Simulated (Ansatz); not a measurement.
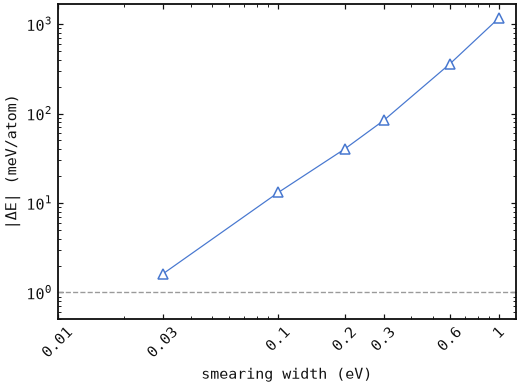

One cell, run at 7 values of the smearing width.
The run: W (Im-3m, 1 atom in the cell), by DFT, LDA (PW92), plane waves (420 eV) with PAW, scalar-relativistic (Ansatz); 14×14×14 k-mesh, Fermi–Dirac smearing.
ΔE is the free energy less its value at the smallest setting, 0.01 eV.
Dashed lines or grey bands mark the tolerance: 1 meV/atom.
On logarithmic panels, open markers lie below the reference value and filled ones above.

**From which setting is the free energy converged to 1 meV/atom?**

The free energy at the last setting but one, 0.03 eV, is still more than 1 meV/atom from the smallest setting's value, so the scan doesn't show it converged. It is off by 1200 meV/atom at 1 eV, 40 meV/atom at 0.2 eV and 1.6 meV/atom at 0.03 eV (always below it). The free energy falls with the width because it holds the −TS term of the fractional occupations.
